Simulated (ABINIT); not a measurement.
# BeS: geometry relaxation (part 1 of 2)

- system: BeS (F-43m, 2 atoms in the cell)
- method: Kohn-Sham DFT of a periodic cell, LDA, PseudoDojo NC SR LDA v0.4.1 standard, no spin polarisation (ABINIT 10.8.3)

The structure derives from an entry of the Crystallography Open Database.

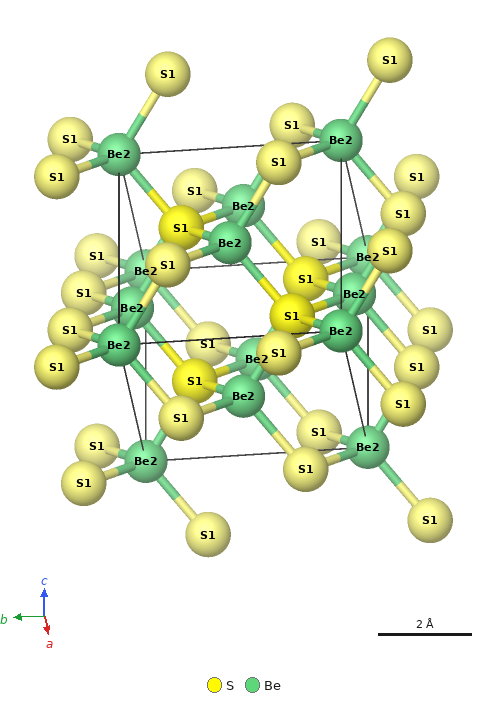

The structure as given in the input (ball-and-stick view of the cell 4 times as large as that of the calculation, set on its symmetry axes, seen at an oblique angle; neighbours outside the cell are drawn fainter; atoms are numbered from 1 in the order of the input). Near neighbours in the crystal (not all of them lie inside the picture): S has 4 Be at 2.10 Å; Be has 4 S at 2.10 Å.

### The input
```
# Pseudopotentials
pp_dirpath "./"
pseudos "S.upf, Be.upf"

# Structure
acell 6.4807550629 6.4807550629 6.4807550629
rprim
     0.0000000000     0.7071067812     0.7071067812
     0.7071067812     0.0000000000     0.7071067812
     0.7071067812     0.7071067812     0.0000000000
ntypat 2
znucl 16 4
natom 2
typat 1 2
chkprim 0
chksymtnons 0
tolsym 1.0e-6
xred
            3/4            3/4            3/4
            0.0            0.0            0.0

# Plane-wave basis
ecut 1197.300995 eV
ecutsm 0.5

# k points
kptopt 1
ngkpt 7 7 7
nshiftk 1
shiftk 0.0 0.0 0.0

# Exchange and correlation
ixc 7

# Bands and occupations
nband 9
occopt 3
tsmear 0.05 eV

# SCF cycle
nstep 80
tolvrs 1.0e-12

# Output
iomode 3
prteig 0
prtebands 0
prtwf 0
prtden 0

# Relaxation
ionmov 2
optcell 2
ntime 50
tolmxf 2.0e-5
dilatmx 1.08
```

Hardware: 1 thread of Arm Neoverse V1, 24 GiB of memory available, shared host.

Launch command:
```bash
abinit run.abi > log 2>&1
```

### What the program printed
```
.Version 10.8.3 of ABINIT
 Symmetries : space group F-4 3 m (#216); Bravais cF (face-center cubic)
================================================================================
 Values of the parameters that define the memory need of the present run
     intxc =       0    ionmov =       2      iscf =       7    lmnmax =       6
     lnmax =       6     mgfft =      45  mpssoang =       3    mqgrid =    3001
     natom =       2  nloc_mem =       1    nspden =       1   nspinor =       1
    nsppol =       1      nsym =      24    n1xccc =    2501    ntypat =       2
    occopt =       3   xclevel =       1
       mpw =        3404          nfft =       91125          nkpt =          20
================================================================================
================================================================================

--------------------------------------------------------------------------------
------------- Echo of variables that govern the present computation ------------
--------------------------------------------------------------------------------
 -outvars: echo values of preprocessed input variables --------
            acell      6.4807550629E+00  6.4807550629E+00  6.4807550629E+00 Bohr
              amu      3.20660000E+01  9.01218200E+00
          chkprim           0
      chksymtnons           0
          dilatmx      1.08000000E+00
             ecut      4.40000000E+01 Hartree
           ecutsm      5.00000000E-01 Hartree
           ionmov           2
              ixc           7
         kptrlatt        7    0    0      0    7    0      0    0    7
          kptrlen      4.53652854E+01
            natom           2
            nband           9
            ngfft          45      45      45
             nkpt          20
            nstep          80
             nsym          24
            ntime          50
           ntypat           2
           occopt           3
          optcell           2
           prtden           0
        prtebands           0
           prteig           0
            prtwf           0
            rprim      0.0000000000E+00  7.0710678120E-01  7.0710678120E-01
                       7.0710678120E-01  0.0000000000E+00  7.0710678120E-01
                       7.0710678120E-01  7.0710678120E-01  0.0000000000E+00
          spgroup         216
           tolmxf      2.00000000E-05
           tolsym      1.00000000E-06
           tolvrs      1.00000000E-12
           tsmear      1.83746611E-03 Hartree
            typat      1  2
           xangst      3.6374999976E+00  3.6374999976E+00  3.6374999976E+00
                       0.0000000000E+00  0.0000000000E+00  0.0000000000E+00
            xcart      6.8738787784E+00  6.8738787784E+00  6.8738787784E+00
                       0.0000000000E+00  0.0000000000E+00  0.0000000000E+00
             xred      7.5000000000E-01  7.5000000000E-01  7.5000000000E-01
                       0.0000000000E+00  0.0000000000E+00  0.0000000000E+00
            znucl       16.00000    4.00000

================================================================================

 chkinp: Checking input parameters for consistency.

================================================================================
== DATASET  1 ==================================================================

--- !DatasetInfo
iteration_state: {dtset: 1, }
dimensions: {natom: 2, nkpt: 20, mband: 9, nsppol: 1, nspinor: 1, nspden: 1, mpw: 3404, }
cutoff_energies: {ecut:  44.0, pawecutdg:  -1.0, }
electrons: {nelect:   1.00000000E+01, charge:   0.00000000E+00, occopt:   3.00000000E+00, tsmear:   1.83746611E-03, }
meta: {optdriver: 0, ionmov: 2, optcell: 2, iscf: 7, paral_kgb: 0, }
...

 Exchange-correlation functional for the present dataset will be:
  LDA: Perdew-Wang 92 LSD fit to Ceperley-Alder data - ixc=7
  J.P.Perdew and Y.Wang, PRB 45, 13244 (1992)

 Real(R)+Recip(G) space primitive vectors, cartesian coordinates (Bohr,Bohr^-1):
 R(1)=  0.0000000  4.5825859  4.5825859  G(1)= -0.1091087  0.1091087  0.1091087
 R(2)=  4.5825859  0.0000000  4.5825859  G(2)=  0.1091087 -0.1091087  0.1091087
 R(3)=  4.5825859  4.5825859  0.0000000  G(3)=  0.1091087  0.1091087 -0.1091087
 Unit cell volume ucvol=  1.9246946E+02 bohr^3
 Angles (23,13,12)=  6.00000000E+01  6.00000000E+01  6.00000000E+01 degrees

 getcut: wavevector=  0.0000  0.0000  0.0000  ngfft=  45  45  45
         ecut(hartree)=     51.322   => boxcut(ratio)=   2.10529

--- Pseudopotential description ------------------------------------------------
- pspini: atom type   1  psp file is ./S.upf
  16.00000   6.00000  180309                  znucl, zion, pspdat
12 -1012 2 -1 1132                            pspcod,pspxc,lmax,lloc,mmax
     nproj     2     2     2

- pspini: atom type   2  psp file is ./Be.upf
   4.00000   4.00000  180309                  znucl, zion, pspdat
12 -1012 1 -1 1358                            pspcod,pspxc,lmax,lloc,mmax
     nproj     2     2     0

   1.13883759E+02                                ecore*ucvol(ha*bohr**3)
--------------------------------------------------------------------------------

================================================================================

=== [ionmov= 2] Broyden-Fletcher-Goldfarb-Shanno method (forces)
================================================================================

--- Iteration: ( 1/50) Internal Cycle: (1/1)
--------------------------------------------------------------------------------

---SELF-CONSISTENT-FIELD CONVERGENCE--------------------------------------------

--- !BeginCycle
iteration_state: {dtset: 1, itime: 1, icycle: 1, }
solver: {iscf: 7, nstep: 80, nline: 4, wfoptalg: 0, }
tolerances: {tolvrs: 1.00E-12, }
...

     iter   Etot(hartree)      deltaE(h)  residm     vres2
 ETOT  1  -24.955664044403    -2.496E+01 6.798E-02 4.863E+01
 ETOT  2  -24.970452138195    -1.479E-02 5.581E-04 4.314E+00
 ETOT  3  -24.970769093641    -3.170E-04 1.949E-04 3.403E-01
 ETOT  4  -24.970791146526    -2.205E-05 8.138E-06 3.596E-03
 ETOT  5  -24.970791280700    -1.342E-07 3.051E-06 1.817E-05
 ETOT  6  -24.970791281699    -9.991E-10 2.185E-07 6.633E-07
 ETOT  7  -24.970791281730    -3.160E-11 6.168E-08 1.294E-08
 ETOT  8  -24.970791281732    -1.446E-12 6.769E-09 3.936E-11
 ETOT  9  -24.970791281731     2.416E-13 1.313E-09 7.495E-13

 At SCF step    9       vres2   =  7.49E-13 < tolvrs=  1.00E-12 =>converged.

 Cartesian components of stress tensor (hartree/bohr^3)
  sigma(1 1)=  1.09177350E-04  sigma(3 2)=  0.00000000E+00
  sigma(2 2)=  1.09177350E-04  sigma(3 1)=  0.00000000E+00
  sigma(3 3)=  1.09177350E-04  sigma(2 1)=  0.00000000E+00

--- !ResultsGS
iteration_state: {dtset: 1, itime: 1, icycle: 1, }
comment   : Summary of ground state results
lattice_vectors:
- [  0.0000000,   4.5825859,   4.5825859, ]
- [  4.5825859,   0.0000000,   4.5825859, ]
- [  4.5825859,   4.5825859,   0.0000000, ]
lattice_lengths: [   6.48076,    6.48076,    6.48076, ]
lattice_angles: [ 60.000,  60.000,  60.000, ] # degrees, (23, 13, 12)
lattice_volume:   1.9246946E+02
convergence: {deltae:  2.416E-13, res2:  7.495E-13, residm:  1.313E-09, diffor: null, }
etotal    :  -2.49707913E+01
entropy   :   0.00000000E+00
fermie    :   1.97519367E-01
cartesian_stress_tensor: # hartree/bohr^3
- [  1.09177350E-04,   0.00000000E+00,   0.00000000E+00, ]
- [  0.00000000E+00,   1.09177350E-04,   0.00000000E+00, ]
- [  0.00000000E+00,   0.00000000E+00,   1.09177350E-04, ]
pressure_GPa:  -3.2121E+00
xred      :
- [  7.5000E-01,   7.5000E-01,   7.5000E-01,  S]
- [  0.0000E+00,   0.0000E+00,   0.0000E+00, Be]
cartesian_forces: # hartree/bohr
- [ -0.00000000E+00,  -0.00000000E+00,  -0.00000000E+00, ]
- [ -0.00000000E+00,  -0.00000000E+00,  -0.00000000E+00, ]
force_length_stats: {min:   0.00000000E+00, max:   0.00000000E+00, mean:   0.00000000E+00, }
...

 Integrated electronic density in atomic spheres:
 ------------------------------------------------
 Atom  Sphere_radius  Integrated_density
    1        2.00000          4.02239737
    2        2.00000          3.17551148

---OUTPUT-----------------------------------------------------------------------

 Cartesian coordinates (xcart) [bohr]
  6.87387877840923E+00  6.87387877840923E+00  6.87387877840923E+00
  0.00000000000000E+00  0.00000000000000E+00  0.00000000000000E+00
 Reduced coordinates (xred)
  7.50000000000000E-01  7.50000000000000E-01  7.50000000000000E-01
  0.00000000000000E+00  0.00000000000000E+00  0.00000000000000E+00
 Cartesian forces (fcart) [Ha/bohr]; max,rms= 0.00000E+00 0.00000E+00 (free atoms)
 -0.00000000000000E+00 -0.00000000000000E+00 -0.00000000000000E+00
 -0.00000000000000E+00 -0.00000000000000E+00 -0.00000000000000E+00
 Gradient of E wrt nuclear positions in reduced coordinates (gred)
  0.00000000000000E+00  0.00000000000000E+00  0.00000000000000E+00
  0.00000000000000E+00  0.00000000000000E+00  0.00000000000000E+00
 Scale of Primitive Cell (acell) [bohr]
  6.48075506290000E+00  6.48075506290000E+00  6.48075506290000E+00
 Real space primitive translations (rprimd) [bohr]
  0.00000000000000E+00  4.58258585227282E+00  4.58258585227282E+00
  4.58258585227282E+00  0.00000000000000E+00  4.58258585227282E+00
  4.58258585227282E+00  4.58258585227282E+00  0.00000000000000E+00
 Unitary Cell Volume (ucvol) [Bohr^3]=  1.92469459012922E+02
 Angles (23,13,12)= [degrees]
  6.00000000000000E+01  6.00000000000000E+01  6.00000000000000E+01
 Lengths [Bohr]
  6.48075506302329E+00  6.48075506302329E+00  6.48075506302329E+00
 Stress tensor in cartesian coordinates (strten) [Ha/bohr^3]
  1.09177350277078E-04  0.00000000000000E+00  0.00000000000000E+00
  0.00000000000000E+00  1.09177350277077E-04  0.00000000000000E+00
  0.00000000000000E+00  0.00000000000000E+00  1.09177350277077E-04
 Total energy (etotal) [Ha]= -2.49707912817315E+01

--- Iteration: ( 2/50) Internal Cycle: (1/1)
--------------------------------------------------------------------------------

---SELF-CONSISTENT-FIELD CONVERGENCE--------------------------------------------

--- !BeginCycle
iteration_state: {dtset: 1, itime: 2, icycle: 1, }
solver: {iscf: 7, nstep: 80, nline: 4, wfoptalg: 0, }
tolerances: {tolvrs: 1.00E-12, }
...

     iter   Etot(hartree)      deltaE(h)  residm     vres2
 ETOT  1  -24.970879091114    -2.497E+01 1.044E-06 1.775E+00
 ETOT  2  -24.970964830095    -8.574E-05 5.562E-07 7.494E-02
 ETOT  3  -24.970968060303    -3.230E-06 2.793E-07 5.437E-03
 ETOT  4  -24.970968427191    -3.669E-07 5.888E-08 2.369E-04
 ETOT  5  -24.970968439442    -1.225E-08 4.348E-09 1.375E-06
 ETOT  6  -24.970968439472    -3.009E-11 6.268E-10 2.927E-08
 ETOT  7  -24.970968439472    -2.487E-13 8.758E-11 2.751E-10
 ETOT  8  -24.970968439472     7.105E-14 1.768E-11 6.271E-13

 At SCF step    8       vres2   =  6.27E-13 < tolvrs=  1.00E-12 =>converged.

 Cartesian components of stress tensor (hartree/bohr^3)
  sigma(1 1)=  7.85360229E-05  sigma(3 2)=  0.00000000E+00
  sigma(2 2)=  7.85360229E-05  sigma(3 1)=  0.00000000E+00
  sigma(3 3)=  7.85360229E-05  sigma(2 1)=  0.00000000E+00

--- !ResultsGS
iteration_state: {dtset: 1, itime: 2, icycle: 1, }
comment   : Summary of ground state results
lattice_vectors:
- [  0.0000000,   4.5675764,   4.5675764, ]
- [  4.5675764,   0.0000000,   4.5675764, ]
- [  4.5675764,   4.5675764,   0.0000000, ]
lattice_lengths: [   6.45953,    6.45953,    6.45953, ]
lattice_angles: [ 60.000,  60.000,  60.000, ] # degrees, (23, 13, 12)
lattice_volume:   1.9058445E+02
convergence: {deltae:  7.105E-14, res2:  6.271E-13, residm:  1.768E-11, diffor: null, }
etotal    :  -2.49709684E+01
entropy   :   0.00000000E+00
fermie    :   2.03805387E-01
cartesian_stress_tensor: # hartree/bohr^3
- [  7.85360229E-05,   0.00000000E+00,   0.00000000E+00, ]
- [  0.00000000E+00,   7.85360229E-05,   0.00000000E+00, ]
- [  0.00000000E+00,   0.00000000E+00,   7.85360229E-05, ]
pressure_GPa:  -2.3106E+00
xred      :
- [  7.5000E-01,   7.5000E-01,   7.5000E-01,  S]
- [  0.0000E+00,   0.0000E+00,   0.0000E+00, Be]
cartesian_forces: # hartree/bohr
- [ -0.00000000E+00,  -0.00000000E+00,  -0.00000000E+00, ]
- [ -0.00000000E+00,  -0.00000000E+00,  -0.00000000E+00, ]
force_length_stats: {min:   0.00000000E+00, max:   0.00000000E+00, mean:   0.00000000E+00, }
...

 Integrated electronic density in atomic spheres:
 ------------------------------------------------
 Atom  Sphere_radius  Integrated_density
    1        2.00000          4.02807619
    2        2.00000          3.20201522

---OUTPUT-----------------------------------------------------------------------
```
